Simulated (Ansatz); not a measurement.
**BiTe₂: single-point calculation**

- system: BiTe₂ (slab, 6 atoms in the cell)
- method: DFT LDA, scalar-relativistic, plane waves, PAW, no spin polarisation (Ansatz 0.2.0)

The structure derives from an entry of the Crystallography Open Database. It belongs to a series of runs on one base structure; here: functional: lda. Figures and captions count atoms from 1; the log counts them from 0 in places.

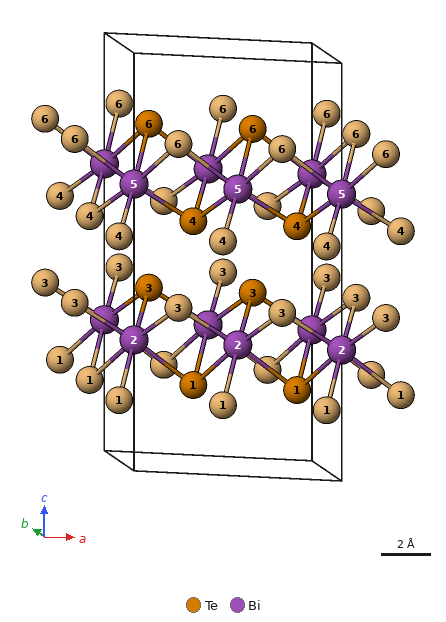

*The structure (ball-and-stick view of the 2 × 1 repeat of the cell, with the vacuum cut short, seen slightly off an axis; neighbours outside the cell are drawn fainter; atoms are numbered from 1 in the order of the input). An atom can appear more than once, as a periodic image.*

Near neighbours in the periodic cell (some may lie outside the picture): Te has 3 Bi at 3.09 to 3.29 Å; Bi has 6 Te at 3.09 to 3.29 Å.

## The input
```yaml
crystal:
  lattice:
    - [4.4465494044, 0.0, 0.0]
    - [-2.2232747022, 3.8508247434, 0.0]
    - [0.0, 0.0, 25.7228911982]
  atoms:
    - { symbol: Te, position: [0.6666666667, 0.3333333333, 0.2915690908] }
    - { symbol: Bi, position: [0.0, 0.0, 0.3714493614] }
    - { symbol: Te, position: [0.3333333333, 0.6666666667, 0.438262779] }
    - { symbol: Te, position: [0.6666666667, 0.3333333333, 0.561737221] }
    - { symbol: Bi, position: [0.0, 0.0, 0.6285506386] }
    - { symbol: Te, position: [0.3333333333, 0.6666666667, 0.7084309092] }
basis:
  ecutwfc: 420
kpoints:
  mp_grid: { grid: [9, 9, 1] }
hamiltonian:
  xc: lda
scf:
  occupations: { method: gaussian, width: 0.05 }
output:
  forces: true
  stress: true
  eigenvalues: true
  write_density: true
  write_potential: true
  elf: true
  volumetric_format: npy
efield:
  axis: 3
  dipole_correction: true
  ramp_width: 0.04
```

Launched with:
```bash
ansatz run input.yaml --threads 1 --pin off --max-ram 2560MiB --backend cpu --events-out ev --progress --plain --runs-dir out
```

## What the program printed
```
Engine: ansatz 0.2.0, x86_64-unknown-linux-gnu
Pseudopotentials: kind: paw
Pseudopotential: Te, paw, valence charge 16, recommended cutoff 420 eV (normal), Te.paw.azcp
Pseudopotential: Bi, paw, valence charge 15, recommended cutoff 420 eV (normal), Bi.paw.azcp
Functional definition: SPW92
  exchange = slater_x
  correlation = pw_c
Crystal: 6 atoms, lattice volume = 440.450 Å³
Basis set: ecut = 420 eV, 8695 PW (Γ)
Bands: 57, of which v1, the nominal top of the filled ones, is band 47 counted from 1 (46 counted from 0)
Symmetry: 6 space group operations
k-points: 12 of 81 (time reversal used)
Non-local potential: Te, projectors of the file, l = 0: 2, l = 1: 2, l = 2: 2, l = 3: 2
Non-local potential: Bi, projectors of the file, l = 0: 2, l = 1: 2, l = 2: 2, l = 3: 2
PAW form: soft (Blöchl's): semilocal exchange-correlation on the pseudo side does not see the compensation charge
PAW frozen core: Te, regenerated for the run's functional, and the local potential with it (the file was generated under x = pbe(κ = 0.804, μ = 0.2195149727645171), c = pbe(β = 0.06672455060314922))
PAW frozen core: Bi, regenerated for the run's functional, and the local potential with it (the file was generated under x = pbe(κ = 0.804, μ = 0.2195149727645171), c = pbe(β = 0.06672455060314922))
PAW one-centre angular grid: Te, 590 points (default); XC on 64 Gauss nodes
PAW one-centre angular grid: Bi, 590 points (default); XC on 64 Gauss nodes
Initial density: superposition of atomic densities (neutral atoms: chi_scale 0, normalization atom), corrected by the library's trained network
Initial wavefunctions: pseudopotential atomic-orbital guess
Functional: x = slater, c = lda
SCF iter   1: F=—  HF=-51479.325251 eV  |F-HF|=—  |Δ(HF+E_count)|=         —  Δρ=3.17e-3  dr2=3.17e-1  ethr=1.77e-3  p=0.000 e·Å  D=2.93e-14 V/Å  ΔV_dip=-0.00 eV  dr2_dipole=1.23e-6  V_vac-E_F(+/−)=5.73/5.73 eV  ⟨swp⟩=8.8  Hψ=3023  notcnv=0  defer=17
efield: sawtooth ramp at fractional position 0.9800 (placed from the atoms, in the widest stretch of the axis that holds none; the zero of the levels goes with the place), width 0.0400; the density the first Hamiltonian is built on has a dipole p = 0.000 e·Å; the dipole correction subtracts the counter field D = 2.93e-14 V/Å, which shifts the + side's vacuum level by -0.00 eV against the − side's; the planar-averaged density in the ramp window peaks in size at 5.8e-6 e/Å³
preconditioner: auto → LDOS  [metal: Δε(μ)=0.038 eV  Ē_g=7.992 eV  σ=0.050 eV  W_gap=0.41  n_scr=82 (ndim 8)  ℏωp=10.3 eV  f_vac=0.460  D(μ)=11.13/eV (n_scr^D=82)  β→1.0]
SCF iter   2: F=—  HF=-51479.312451 eV  |F-HF|=—  |Δ(HF+E_count)|=   1.28e-2  Δρ=1.18e-3  dr2=6.83e-2  ethr=3.38e-4  p=0.000 e·Å  D=2.65e-6 V/Å  ΔV_dip=-0.00 eV  dr2_dipole=1.27e-6  V_vac-E_F(+/−)=5.94/5.94 eV  ⟨swp⟩=2.0  Hψ=875  notcnv=0  defer=28
SCF iter   3: F=—  HF=-51479.310016 eV  |F-HF|=—  |Δ(HF+E_count)|=   2.44e-3  Δρ=9.53e-4  dr2=2.54e-2  ethr=7.26e-5  p=0.000 e·Å  D=5.84e-6 V/Å  ΔV_dip=-0.00 eV  dr2_dipole=1.28e-7  V_vac-E_F(+/−)=5.98/5.98 eV  ⟨swp⟩=2.7  Hψ=915  notcnv=0  defer=28
SCF iter   4: F=—  HF=-51479.307833 eV  |F-HF|=—  |Δ(HF+E_count)|=   2.18e-3  Δρ=3.72e-4  dr2=2.05e-3  ethr=2.70e-5  p=0.000 e·Å  D=3.69e-6 V/Å  ΔV_dip=-0.00 eV  dr2_dipole=2.23e-9  V_vac-E_F(+/−)=6.01/6.01 eV  ⟨swp⟩=2.6  Hψ=1156  notcnv=0  defer=28
SCF iter   5: F=—  HF=-51479.307567 eV  |F-HF|=—  |Δ(HF+E_count)|=   2.66e-4  Δρ=1.34e-4  dr2=2.96e-4  ethr=2.18e-6  p=0.000 e·Å  D=1.46e-6 V/Å  ΔV_dip=-0.00 eV  dr2_dipole=3.63e-9  V_vac-E_F(+/−)=6.01/6.01 eV  ⟨swp⟩=2.8  Hψ=1221  notcnv=0  defer=28
SCF iter   6: F=—  HF=-51479.307544 eV  |F-HF|=—  |Δ(HF+E_count)|=   2.25e-5  Δρ=3.36e-5  dr2=6.35e-6  ethr=3.15e-7  p=0.000 e·Å  D=5.79e-7 V/Å  ΔV_dip=-0.00 eV  dr2_dipole=2.12e-11  V_vac-E_F(+/−)=6.00/6.00 eV  ⟨swp⟩=2.2  Hψ=1214  notcnv=0  defer=28
SCF iter   7: F=—  HF=-51479.307659 eV  |F-HF|=—  |Δ(HF+E_count)|=   1.15e-4  Δρ=1.15e-5  dr2=1.20e-6  ethr=6.76e-9  p=0.000 e·Å  D=3.26e-7 V/Å  ΔV_dip=-0.00 eV  dr2_dipole=4.91e-10  V_vac-E_F(+/−)=6.00/6.00 eV  ⟨swp⟩=2.1  Hψ=1222  notcnv=0  defer=28
SCF iter   8: F=—  HF=-51479.307659 eV  |F-HF|=—  |Δ(HF+E_count)|=   2.55e-7  Δρ=4.68e-6  dr2=1.48e-7  ethr=1.28e-9  p=0.000 e·Å  D=1.23e-7 V/Å  ΔV_dip=-0.00 eV  dr2_dipole=2.59e-10  V_vac-E_F(+/−)=6.00/6.00 eV  ⟨swp⟩=2.0  Hψ=1218  notcnv=0  defer=28
SCF iter   9: F=-51479.307659 eV  HF=-51479.307659 eV  |F-HF|=7.77e-9  |Δ(HF+E_count)|=   1.20e-8  Δρ=1.71e-6  dr2=1.50e-8  ethr=1.06e-10  p=0.000 e·Å  D=5.43e-8 V/Å  ΔV_dip=-0.00 eV  dr2_dipole=1.02e-10  V_vac-E_F(+/−)=6.00/6.00 eV  ⟨swp⟩=20.9  Hψ=5864  notcnv=0
SCF 1 converged in 9 iterations: F = -51479.307659 eV  dr2 = 1.50e-8
  greatest PAW one-centre occupation: 0.999 electrons in one spin orbital (limit 2), on the Te atom at site 2 (counted from 0), in its partial waves of l = 2
```

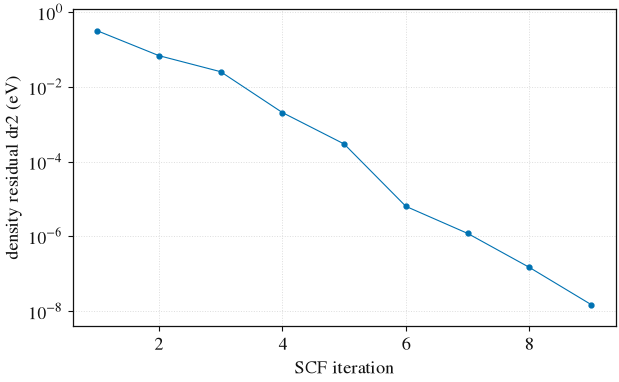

*Convergence of the self-consistent field: density residual dr2 against the SCF iteration.*

The residual falls at every step.

```
WARN: The output density's exchange-correlation potential varies sharply where the density is thin. Do not read a vacuum level from v_tot or v_xc, or from such a field of the output density. On a cell that repeats whose density bears no net charge and no dipole along the vacuum's axis use v_es (v_loc + v_h of the components); under efield.dipole_correction with no amplitude use v_es + v_field, which holds any external_charges[].barrier, or the levels of the report's work_function block, which leave it out; under a non-zero efield.amplitude the vacuum is tilted and has no level; on a cell that repeats and bears such a dipole with no correction it is tilted too, and efield.dipole_correction with no amplitude gives each side of its ramp a level where efield: is served; in a cell that repeats whose density bears a net charge (total_charge, or a fill off its count) it is curved and has none; of a slab under crystal.periodic whose density bears no net charge use v_es, which has a level on each side, short of where the two are joined; of another it falls or rises all the way out and has none; of a slab beside external_charges read slab_vacuum_level instead, which it has where they leave it neutral. The grid or the basis barely resolves most such structure, and the values can differ between equally converged runs; as a rule a tighter scf.convergence.dr2_threshold does not remove it. Where the density itself ripples (under the LDA too) a higher basis.ecutwfc lessens it. The files hold the spikes' plane waves up to the density's cutoff. Files: v_tot_of_output_density and the like, and their columns of v_z.tsv (output.write_potential); v_xc_of_output_density and the like, and their columns of v_comp_z.tsv (output.write_potential_components). Measured: with its Gaussian average of σ = 0.25 Å subtracted twice, the exchange-correlation potential is over 0.1 eV at 171 of the grid points where the equally averaged density (valence and model cores) is under 1e-3 e/Å³, and 0.302 eV at the most among them, at an averaged density of 3.0e-5 e/Å³. The input density's (outcome.potential() and, of a run that writes arrays, v_tot and v_xc) is over 0.1 eV, so measured, at 171 points of its own thin density, 0.303 eV at the most. See output.write_potential in the manual, Limitations
SCF converged after 9 iterations
Free energy (F): -51479.307659 eV
Harris-Foulkes:  -51479.307659 eV  (|F-HF|=7.77e-9)
Internal energy: -51479.294023 eV  (E = F + TS)
E sigma→0 (E₀):  -51479.300841 eV
Entropy (-TS):   -0.013636 eV (-2.273 meV/atom)
Fermi energy:    0.541160 eV
Dipole field:    D = -0.000009 V/Å  (p = -0.000022 e·Å, saw-weighted, corrected)
Work function:   Φ+ = 6.0000 eV   Φ− = 5.9997 eV
Levels:          The Fermi level and band energies are counted from a zero that moves with the ramp; work functions are not
--- Per-component energies (eV) ---
  E_band       = -1990.581917
  E_kinetic    = 1323.082967
  E_local      = -57163.538948  (includes V_loc(G=0)·N_el)
  E_nonlocal   = -89.581440
  E_hartree    = 28374.792039
  E_xc         = -790.690799
  E_vxc        = -701.102537  (∫ρ·V_xc dr)
  E_paw        = -38745.594535  (= ΣΔE_a)
  E_vpaw       = -2109.016262  (= ΣTr[D̂ρ^β])
  E_aug_tail   = -0.001838  (compensation charges beyond the density's cutoff)
  E_efield     = 0.000000  (sawtooth field / dipole correction)
  E_vefield    = 0.000000  (∫n·V_field dr)
  E_ewald      = 15609.533656
  E_core_change = 2.704875  (= ΣΔE_core)
  E_smearing   = -0.013636  (= −TS)
  E_closure    = -0.000000  (closes the sum)
  Σ components = -51479.307659   (vs F -51479.307659, Δ=0.00e0)
--- Forces (eV/Å), atoms counted from 1 ---
  atom   1  Te     0.00000000     0.00000000     0.80136256
  atom   2  Bi    -0.00000000     0.00000000    -0.79095358
  atom   3  Te     0.00000000    -0.00000000     0.37790315
  atom   4  Te    -0.00000000     0.00000000    -0.37789871
  atom   5  Bi     0.00000000    -0.00000000     0.79094654
  atom   6  Te    -0.00000000    -0.00000000    -0.80136075
  max |Σ_I F_I| component: 7.91e-7 eV/Å
--- Stress (GPa, compression-positive) ---
       -2.853426       0.000000      -0.000000
        0.000000      -2.853426      -0.000000
       -0.000000       0.000000      -1.659968
  P = ⅓ Tr σ = -2.4556 GPa (-24.556 kbar)
--- Band table (eV; the first three rows and the last of 12) ---
  k-point 0: bands = ["-35.5406", "-35.5406", "-35.5391", "-35.5391", "-35.5386", "-35.5385", "-35.5339", "-35.5339", "-35.5336", "-35.5336", "-35.2176", "-35.2176", "-35.2176", "-35.2176", "-35.1761", "-35.1761", "-35.1761", "-35.1761", "-35.1609", "-35.1608", "-21.9335", "-21.9335", "-21.9335", "-21.9335", "-21.9200", "-21.9199", "-21.9188", "-21.9188", "-21.9188", "-21.9188", "-11.7883", "-11.6983", "-9.7045", "-9.5533", "-7.6779", "-7.4038", "-1.2060", "-0.5285", "-0.5285", "-0.4672", "-0.4325", "-0.4325", "-0.2587", "0.5848", "0.5848", "0.6501", "0.6501", "0.6997", "1.9831", "2.1164", "2.5540", "2.5540", "2.7459", "2.7459", "5.8433", "5.9752", "6.4905"]
  k-point 1: bands = ["-35.5406", "-35.5406", "-35.5393", "-35.5391", "-35.5385", "-35.5385", "-35.5339", "-35.5338", "-35.5336", "-35.5335", "-35.2176", "-35.2175", "-35.2175", "-35.2174", "-35.1762", "-35.1761", "-35.1761", "-35.1761", "-35.1608", "-35.1608", "-21.9343", "-21.9343", "-21.9324", "-21.9324", "-21.9196", "-21.9196", "-21.9190", "-21.9190", "-21.9187", "-21.9187", "-11.6909", "-11.6022", "-9.6537", "-9.5078", "-7.7620", "-7.5233", "-1.5638", "-1.1737", "-0.9548", "-0.7638", "-0.6370", "-0.3685", "-0.0501", "0.1495", "0.5632", "0.5815", "0.6652", "0.8030", "2.2932", "2.5084", "2.7222", "2.7607", "2.9248", "2.9716", "6.0264", "6.1100", "6.4378"]
  k-point 2: bands = ["-35.5406", "-35.5406", "-35.5395", "-35.5391", "-35.5383", "-35.5382", "-35.5339", "-35.5336", "-35.5335", "-35.5333", "-35.2175", "-35.2175", "-35.2172", "-35.2172", "-35.1762", "-35.1762", "-35.1762", "-35.1761", "-35.1607", "-35.1607", "-21.9366", "-21.9366", "-21.9298", "-21.9298", "-21.9210", "-21.9210", "-21.9182", "-21.9182", "-21.9169", "-21.9169", "-11.4066", "-11.3226", "-9.5243", "-9.3953", "-8.0273", "-7.8715", "-2.3490", "-1.9142", "-1.3254", "-1.1922", "-1.0427", "-0.9409", "-0.4782", "0.2027", "0.3156", "0.4841", "0.6128", "0.6570", "2.4041", "2.8372", "3.0578", "3.3131", "3.4223", "3.7933", "5.7633", "6.0425", "6.4053"]
  k-point 11: bands = ["-35.5409", "-35.5401", "-35.5401", "-35.5392", "-35.5378", "-35.5378", "-35.5334", "-35.5332", "-35.5332", "-35.5331", "-35.2170", "-35.2170", "-35.2170", "-35.2170", "-35.1763", "-35.1763", "-35.1763", "-35.1763", "-35.1603", "-35.1603", "-21.9363", "-21.9363", "-21.9318", "-21.9318", "-21.9192", "-21.9192", "-21.9189", "-21.9189", "-21.9130", "-21.9130", "-9.8493", "-9.8434", "-9.6507", "-9.6507", "-9.0801", "-9.0801", "-2.8869", "-2.8869", "-2.4852", "-2.2989", "-2.2989", "-2.2531", "-0.4467", "-0.4467", "0.0538", "0.1113", "0.1113", "0.4813", "3.2489", "3.2489", "3.8182", "4.0549", "4.0549", "4.3022", "6.5103", "7.2691", "7.2691"]
```

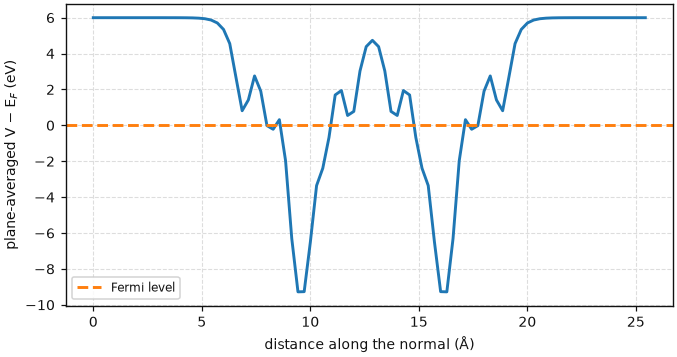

*Plane average of the electrostatic potential energy of an electron across the cell, from the Fermi level.*

The vacuum level lies 6.00 eV above the Fermi level.

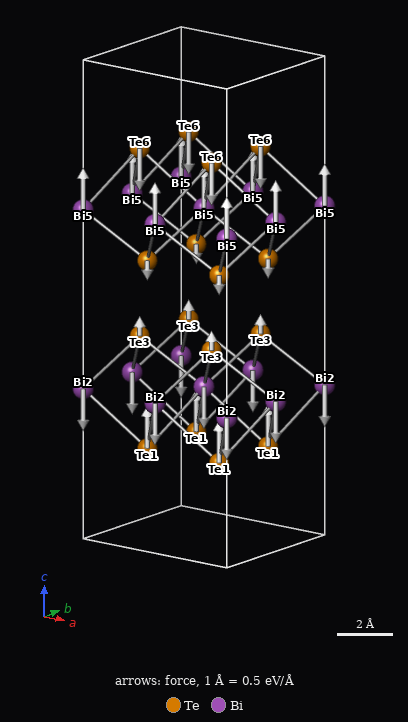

*Forces on the atoms as white arrows (ball-and-stick view of the 2 × 2 repeat of the cell, with the vacuum cut short, seen slightly off an axis; atoms are numbered from 1 in the order of the input).*

The largest act on Te1, Te6 (0.80 eV/Å); Bi2, Bi5 (0.79 eV/Å); Te3, Te4 (0.38 eV/Å). The geometry is not a stationary point of this energy.

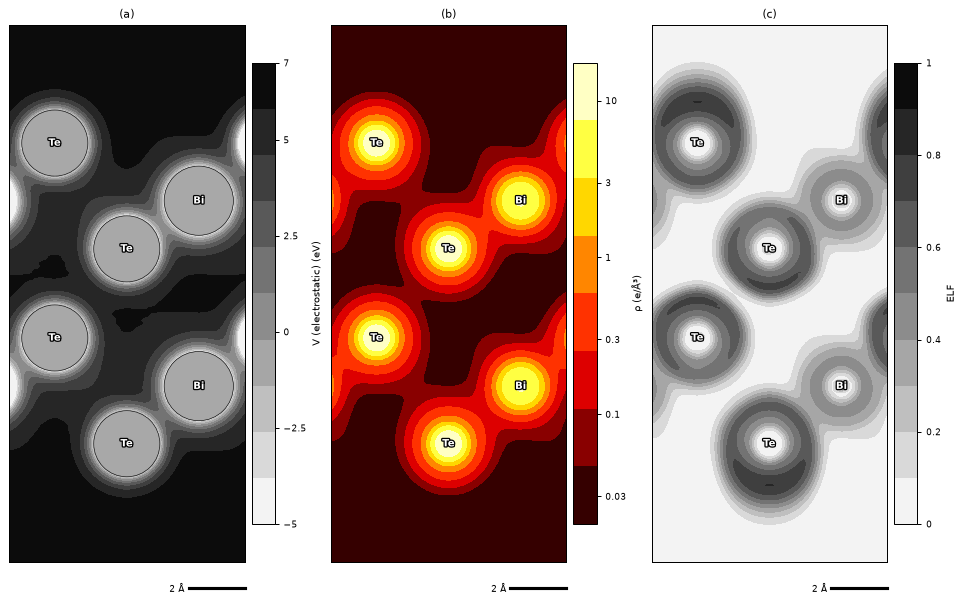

*(a) electrostatic potential energy of an electron; (b) valence electron density; (c) electron localisation function on the (110) plane of the calculation cell, a cut from vacuum to vacuum. Grey discs, where drawn, cover atomic cores.*

Bi–Te (3.09 Å): ρ at the midpoint is about 0.27 e/Å³; the ELF peaks at about 0.65 in the valence shell of Te, 1.3 Å from its nucleus, and drops to about 0.35 between the two atoms. Bi–Te (3.29 Å): ρ at the midpoint is about 0.2 e/Å³; the ELF peaks at about 0.65 in the valence shell of Te, 1.3 Å from its nucleus, and drops to about 0.35 between the two atoms. The density dies away to nearly zero in the vacuum. The strong features right at Bi lie inside the PAW spheres (semicore, d or f shells) and say nothing about bonding. Core electrons are frozen (PAW), so the fields are smoothed inside the atomic spheres.

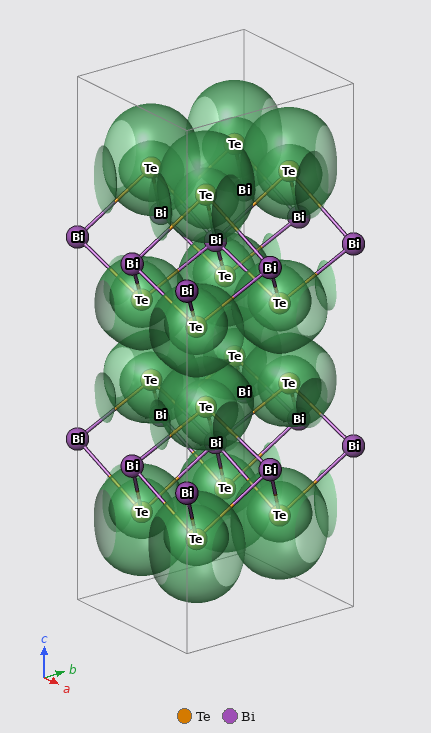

*Isosurface of the ELF at 0.55 (green), seen slightly off an axis. Only the valence region is drawn (cores and ρ < 0.01 e/Å³ removed). Sticks mark near contacts.*

Values along the shortest contacts: Bi–Te (3.09 Å): the ELF peaks at about 0.65 in the valence shell of Te, 1.3 Å from its nucleus, and drops to about 0.35 between the two atoms. Bi–Te (3.29 Å): the ELF peaks at about 0.65 in the valence shell of Te, 1.3 Å from its nucleus, and drops to about 0.35 between the two atoms.

## Key numbers

| quantity | value |
| --- | --- |
| outcome | converged |
| electrons treated | 94 |
| free energy | −51479.3077 eV |
| work function, top face | 6.00 eV |
| work function, bottom face | 6.00 eV |
| Fermi energy | 0.541 eV |
| gap on the k-point mesh | none (metallic) |
| work function (upper face) | 6.00 eV |
| largest force (length of the vector) | 0.801 eV/Å |
| hardware | 1 thread of Intel Xeon @ 2.70GHz, 189 GiB of memory available, shared host |
| wall time | 37 s |
| peak memory | 0.63 GiB |

## Remarks

The program warns: the exchange-correlation potential is rough where the density is thin. Spin–orbit coupling is left out, which matters for Bi.
